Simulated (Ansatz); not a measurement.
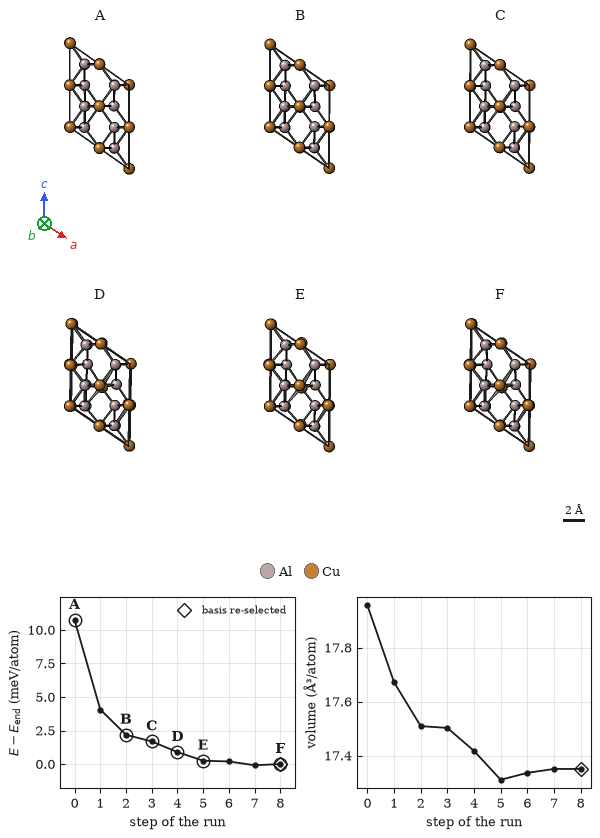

Frames of a relaxation of crystalline Al₁₃Cu₈ (a generated structure, set up in P1) (coarse preliminary run), marked on the history of the run. Style: ball-and-stick. Shown: the cell of the calculation (origin shifted), along the b axis.

Case: 3 of 16 Al atoms taken out at random.

Level of theory: DFT r2SCAN, scalar-relativistic, plane waves, PAW (Ansatz). (plane-wave cutoff 500 eV; k-point mesh 2 × 2 × 2; occupations gaussian; smearing width 0.1 eV; mesh shifted by (0.5, 0.5, 0.5); no spin polarisation; cell and atoms relaxed; force threshold 0.04 eV/Å; at most 50 steps)

Q: What happens along the run?

A: The atom that moves furthest relative to the cell is a Cu atom (0.28 Å roughly along [2 0 −1]). By element the largest moves are Cu 0.28 Å, Al 0.10 Å. Cell: a 8.109 → 7.891 Å (−2.7 %), b 8.109 → 7.935 Å (−2.2 %), c 8.109 → 7.942 Å (−2.1 %), α 90.0° → 90.4°, β 120.0° → 118.6°, γ 120.0° → 118.7°. Volume −3.4 %. Near-neighbour distances that change, for instance: Al–Al 2.900 → 2.753 Å, Al–Al 2.873 → 2.746 Å, Al–Cu 2.528 → 2.404 Å, Al–Al 2.884 → 2.782 Å. Among the angles between lasting bonds that change: Al–Cu–Al 179.8° → 166.0°, Al–Cu–Al 179.9° → 166.8°, Al–Cu–Al 178.5° → 165.5°. The space group stays P1 (No. 1). After 7 accepted moves (8 points after the start) the energy has fallen by 10.7 meV per atom. Largest force component: 0.44 eV/Å at the start, 0.022 eV/Å at the end. The pressure goes from −1.61 to −0.02 GPa. The SCF was repeated once at an unchanged geometry on a basis and grid sized afresh for the cell, which shifted the energy by 0.1 meV per atom at most. The run took 3.3 min on 4 threads of AMD EPYC 7R43 64-Core Processor (Zen 3), with other jobs on the host, peak memory 2 GiB. From step 0 to 2: an Al atom moves most (0.07 Å), volume −2.5 %, energy −8.6 meV per atom. From step 2 to 3: Cu atoms move most (0.04 Å), energy −0.5 meV per atom. From step 3 to 4: Cu atoms move most (0.19 Å), volume −0.5 %, energy −0.8 meV per atom. From step 4 to 5: a Cu atom moves most (0.09 Å), volume −0.6 %, energy −0.6 meV per atom. From step 5 to 8: a Cu atom moves most (0.06 Å), volume +0.2 %, energy −0.3 meV per atom.

```tsv
step	E − E(0), meV/atom	largest force component, eV/Å	pressure, GPa	volume, Å³/atom	note
0	0.00	0.4365	-1.61	17.956	
1	-6.68	0.2140	-0.48	17.671	
2	-8.56	0.0667	0.13	17.509	
3	-9.05	0.0545	0.06	17.503	
4	-9.85	0.1506	-0.22	17.417	
5	-10.49	0.0575	0.11	17.311	
6	-10.55	0.0606	0.04	17.336	
7	-10.83	0.0221	-0.02	17.351	
8	-10.74	0.0221	-0.02	17.351	same geometry, new basis
```

Limits of the set-up: the k-point mesh is coarse for a cell with partly filled bands.
